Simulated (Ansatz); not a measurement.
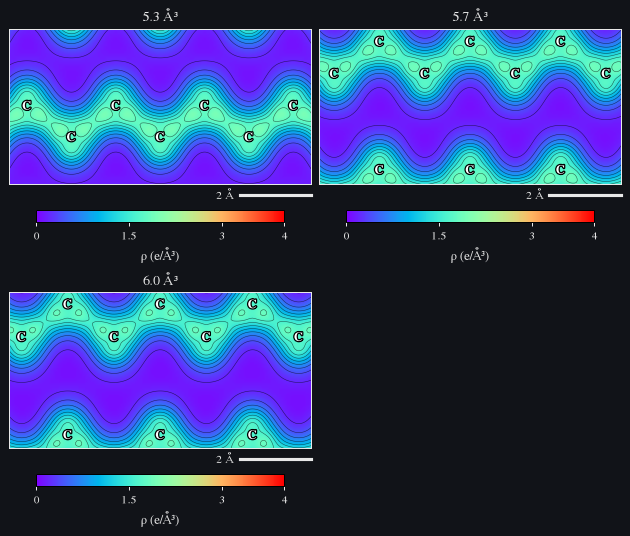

C. The valence electron density of cells scaled evenly to different volumes (given per atom above each panel), on the (011̄) plane of each (indices in the axes of the cell below), at one length scale and on one colour scale.

These are results of Kohn-Sham DFT of a periodic cell, r2SCAN50, Ansatz PAW (Ansatz), not measurements.

The largest cell:

```xyz
2
Lattice="0.0000 1.8183 1.8183 1.8183 0.0000 1.8183 1.8183 1.8183 0.0000" Properties=species:S:1:pos:R:3 pbc="T T T"
C     2.7275    2.7275    2.7275
C     1.8183    1.8183    1.8183
```

| volume (Å³/atom) | C–C contact in the plane (Å) | ρ at its midpoint (e/Å³) | pressure (GPa) | gap on the mesh (eV) | 
| --- | --- | --- | --- | --- |
| 5.33 | 1.513 | 1.786 | 12.6 | 8.28 | 
| 5.44 | 1.524 | ? | ? | ? | 
| 5.67 | 1.544 | 1.681 | −18.0 | 8.10 | 
| 6.01 | 1.575 | 1.587 | −41.0 | 7.94 | 

> What values belong in the row with question marks?

Over the known rows ln ρ falls by 1.91 per Å of C–C distance (a least-squares line), which gives 1.748 e/Å³ at 1.524 Å; the calculation gives 1.750 e/Å³. For the pressure, a straight line in volume between the neighbouring rows gives 2.7 GPa; the calculation gives 1.4, lower because pressure rises ever faster on compression. For the gap on the mesh, a straight line in volume between the neighbouring rows gives 8.22 eV; the calculation gives 8.22.
